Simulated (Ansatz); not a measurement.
**SnSe2: a changed input and its effect**

System: SnSe2 (3 atoms in the cell).
Method of run 1: DFT PBE, scalar-relativistic, plane waves, PAW, no spin polarisation (Ansatz 0.2.0).

The structure derives from an entry of the Crystallography Open Database. Text and figures count atoms from 1; the logs count them from 0 in places.

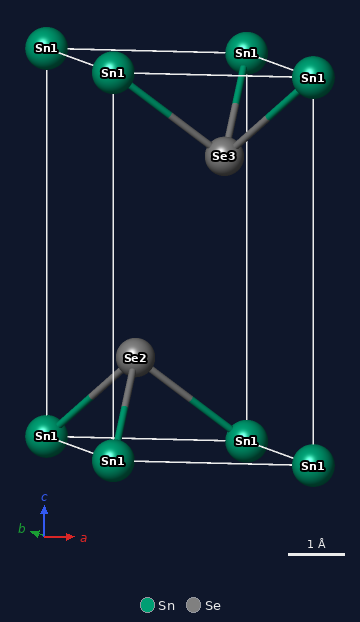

Figure 1. The structure as given in the input (ball-and-stick view of the cell of the calculation, seen slightly off an axis; atoms are numbered from 1 in the order of the input). An atom can appear more than once, as a periodic image. Near neighbours in the periodic cell (some may lie outside the picture): Sn has 6 Se at 2.64 Å; Se has 3 Sn at 2.64 Å.

**Input, run 1**
```yaml
crystal:
  lattice:
    - [3.6394420081, 0.0, 0.0]
    - [-1.8197210041, 3.1518492346, 0.0]
    - [0.0, 0.0, 6.9880221146]
  atoms:
    - { symbol: Sn, position: [0.0, 0.0, 0.0] }
    - { symbol: Se, position: [0.3333333333, 0.6666666667, 0.2281493097] }
    - { symbol: Se, position: [0.6666666667, 0.3333333333, 0.7718506903] }
basis:
  ecutwfc: 420
kpoints:
  mp_grid: { grid: [12, 12, 4] }
hamiltonian:
  xc: pbe
scf:
  occupations: { method: gaussian, width: 0.05 }
output:
  forces: true
  stress: true
  eigenvalues: true
```

Command:
```bash
ansatz run input.yaml --threads 1 --pin off --max-ram 2560MiB --backend cpu --events-out ev --progress --plain --runs-dir out
```

Hardware: 1 thread of Arm Neoverse V2, 24 GiB of memory available, shared host.

**Output, shortened to warnings, some set-up lines, iterations and results (run 1)**
```
Basis set: ecut = 420 eV, 1535 PW (Γ), exchange–correlation on 50×50×96 points (8 copies of the dense FFT grid, shifted against one another)
Symmetry: 12 space group operations
k-points: 69 of 576
Initial density: superposition of atomic densities (neutral atoms: chi_scale 0, normalization atom), corrected by the library's trained network
[...]
SCF iter   1: F=—  HF=-16963.085357 eV  |F-HF|=—  |Δ(HF+E_count)|=         —  Δρ=1.45e-3  dr2=1.13e-3  ethr=1.77e-3  ⟨swp⟩=6.5  Hψ=8551  notcnv=0
SCF iter   2: F=—  HF=-16963.084523 eV  |F-HF|=—  |Δ(HF+E_count)|=   8.34e-4  Δρ=7.37e-4  dr2=2.93e-4  ethr=2.45e-6  ⟨swp⟩=2.0  Hψ=3385  notcnv=0
SCF iter   3: F=—  HF=-16963.084667 eV  |F-HF|=—  |Δ(HF+E_count)|=   1.44e-4  Δρ=3.44e-4  dr2=4.60e-5  ethr=6.36e-7  ⟨swp⟩=2.0  Hψ=2760  notcnv=0
SCF iter   4: F=—  HF=-16963.084683 eV  |F-HF|=—  |Δ(HF+E_count)|=   1.59e-5  Δρ=6.67e-5  dr2=3.19e-6  ethr=9.99e-8  ⟨swp⟩=2.0  Hψ=2366  notcnv=0
SCF iter   5: F=—  HF=-16963.084685 eV  |F-HF|=—  |Δ(HF+E_count)|=   2.12e-6  Δρ=1.75e-5  dr2=1.95e-7  ethr=6.94e-9  ⟨swp⟩=2.2  Hψ=3393  notcnv=0
SCF iter   6: F=-16963.084685 eV  HF=-16963.084685 eV  |F-HF|=2.12e-8  |Δ(HF+E_count)|=   1.46e-7  Δρ=5.00e-6  dr2=2.29e-8  ethr=2.17e-10  ⟨swp⟩=6.0  Hψ=8376  notcnv=0
SCF 1 converged in 6 iterations: F = -16963.084685 eV  dr2 = 2.29e-8
SCF converged after 6 iterations
Free energy (F): -16963.084685 eV
Harris-Foulkes:  -16963.084685 eV  (|F-HF|=2.12e-8)
Internal energy: -16963.084685 eV  (E = F + TS)
E sigma→0 (E₀):  -16963.084685 eV
Fermi energy:    8.055923 eV
--- Per-component energies (eV) ---
  E_band       = -884.087876
  E_kinetic    = 429.194673
  E_local      = -6876.541798  (includes V_loc(G=0)·N_el)
  E_nonlocal   = -1222.512124
  E_hartree    = 3502.133594
  E_xc         = -591.537919
  E_vxc        = -293.640178  (∫ρ·V_xc dr)
  E_paw        = -7963.911854  (= ΣΔE_a)
  E_vpaw       = 75.145670  (= ΣTr[D̂ρ^β])
  E_aug_tail   = -0.001175  (compensation charges beyond the density's cutoff)
  E_ewald      = -4239.908083
  E_smearing   = -0.000000  (= −TS)
  E_closure    = 0.000000  (closes the sum)
  Σ components = -16963.084685   (vs F -16963.084685, Δ=0.00e0)
--- Forces (eV/Å), atoms counted from 1 ---
  atom   1  Sn     0.00000000    -0.00000000     0.00000000
  atom   2  Se     0.00000000     0.00000000     0.85611082
  atom   3  Se    -0.00000000    -0.00000000    -0.85611082
  max |Σ_I F_I| component: 2.22e-16 eV/Å
--- Stress (GPa, compression-positive) ---
       10.662420      -0.000000       0.000000
        0.000000      10.662420       0.000000
        0.000000       0.000000       5.660689
  P = ⅓ Tr σ = 8.9952 GPa (89.952 kbar)
```

The input of run 2 differs as follows (lines with − go, lines with + come):
```diff
-    - [3.6394420081, 0.0, 0.0]
-    - [-1.8197210041, 3.1518492346, 0.0]
+    - [4.075013525, 0.0, 0.0]
+    - [-2.0375067625, 3.5290652334, 0.0]
```

How does run 2 compare with run 1?

With the same functional and potentials, run 2 lies 46.8 meV per atom lower. The gap on the mesh goes from 0.57 to 0.67 eV. The pressure goes from 9.00 to −4.23 GPa. The largest force goes from 0.856 to 0.454 eV/Å. The volume per atom goes from 26.72 to 33.50 Å³. The number of SCF iterations is the same. The plane waves at Γ go from 1535 to 1967.

**Output, shortened to warnings, some set-up lines, iterations and results (run 2)**
```
Basis set: ecut = 420 eV, 1967 PW (Γ), exchange–correlation on 60×60×96 points (8 copies of the dense FFT grid, shifted against one another)
Symmetry: 12 space group operations
k-points: 69 of 576
Initial density: superposition of atomic densities (neutral atoms: chi_scale 0, normalization atom), corrected by the library's trained network
[...]
SCF iter   1: F=—  HF=-16963.226600 eV  |F-HF|=—  |Δ(HF+E_count)|=         —  Δρ=1.65e-3  dr2=6.65e-3  ethr=1.77e-3  ⟨swp⟩=6.5  Hψ=8583  notcnv=0
SCF iter   2: F=—  HF=-16963.224819 eV  |F-HF|=—  |Δ(HF+E_count)|=   1.78e-3  Δρ=6.64e-4  dr2=3.12e-4  ethr=1.45e-5  ⟨swp⟩=2.0  Hψ=3002  notcnv=0  defer=21
SCF iter   3: F=—  HF=-16963.224990 eV  |F-HF|=—  |Δ(HF+E_count)|=   1.71e-4  Δρ=3.28e-4  dr2=7.06e-5  ethr=6.78e-7  ⟨swp⟩=2.9  Hψ=3069  notcnv=0
SCF iter   4: F=—  HF=-16963.225052 eV  |F-HF|=—  |Δ(HF+E_count)|=   6.24e-5  Δρ=6.05e-5  dr2=4.80e-6  ethr=1.54e-7  ⟨swp⟩=2.0  Hψ=2415  notcnv=0
SCF iter   5: F=—  HF=-16963.225061 eV  |F-HF|=—  |Δ(HF+E_count)|=   8.69e-6  Δρ=2.17e-5  dr2=6.28e-7  ethr=1.04e-8  ⟨swp⟩=2.1  Hψ=3120  notcnv=0
SCF iter   6: F=-16963.225063 eV  HF=-16963.225063 eV  |F-HF|=2.92e-8  |Δ(HF+E_count)|=   1.83e-6  Δρ=5.42e-6  dr2=6.02e-8  ethr=2.17e-10  ⟨swp⟩=6.4  Hψ=8310  notcnv=0
SCF 1 converged in 6 iterations: F = -16963.225063 eV  dr2 = 6.02e-8
SCF converged after 6 iterations
Free energy (F): -16963.225063 eV
Harris-Foulkes:  -16963.225063 eV  (|F-HF|=2.92e-8)
Internal energy: -16963.225063 eV  (E = F + TS)
E sigma→0 (E₀):  -16963.225063 eV
Fermi energy:    4.948623 eV
--- Per-component energies (eV) ---
  E_band       = -999.874067
  E_kinetic    = 418.782516
  E_local      = -7157.214718  (includes V_loc(G=0)·N_el)
  E_nonlocal   = -1222.343270
  E_hartree    = 3586.450765
  E_xc         = -586.987874
  E_vxc        = -287.367435  (∫ρ·V_xc dr)
  E_paw        = -7963.380657  (= ΣΔE_a)
  E_vpaw       = 75.365824  (= ΣTr[D̂ρ^β])
  E_aug_tail   = -0.001147  (compensation charges beyond the density's cutoff)
  E_ewald      = -4038.530678
  E_smearing   = -0.000000  (= −TS)
  E_closure    = -0.000000  (closes the sum)
  Σ components = -16963.225063   (vs F -16963.225063, Δ=0.00e0)
--- Forces (eV/Å), atoms counted from 1 ---
  atom   1  Sn    -0.00000000    -0.00000000     0.00000000
  atom   2  Se    -0.00000000     0.00000000    -0.45425658
  atom   3  Se     0.00000000    -0.00000000     0.45425658
  max |Σ_I F_I| component: 6.94e-18 eV/Å
--- Stress (GPa, compression-positive) ---
       -5.113020       0.000000       0.000000
        0.000000      -5.113020       0.000000
        0.000000       0.000000      -2.468338
  P = ⅓ Tr σ = -4.2315 GPa (-42.315 kbar)
```

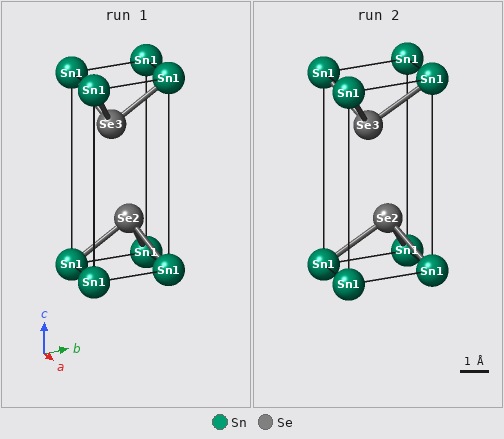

Figure 2. The two input geometries at one scale (ball-and-stick view of the cell of the calculation, seen slightly off an axis). The atoms keep their places relative to the cell (all moves are under 0.005 Å). The volume changes by +25.4 %, with a = b 3.639 → 4.075 Å (+12.0 %), c stays at 6.988 Å. Among the contacts that change: Sn1–Se2 2.638 → 2.842 Å.

**The two runs side by side**

| quantity | run 1 | run 2 |
| --- | --- | --- |
| outcome | converged | converged |
| free energy per atom (eV) | −5654.3616 | −5654.4084 |
| gap on the mesh (eV) | 0.57 | 0.67 |
| pressure (GPa) | 9.00 | −4.23 |
| volume per atom (Å³) | 26.72 | 33.50 |
| largest force (eV/Å) | 0.856 | 0.454 |
| SCF iterations | 6 | 6 |
| irreducible k-points | 69 | 69 |
| plane waves at Γ | 1535 | 1967 |
| wall time (shared host) | 5.8 s | 7.1 s |

For run 1: The cell is under a pressure of 9.0 GPa at this level, so it is not at its equilibrium volume.
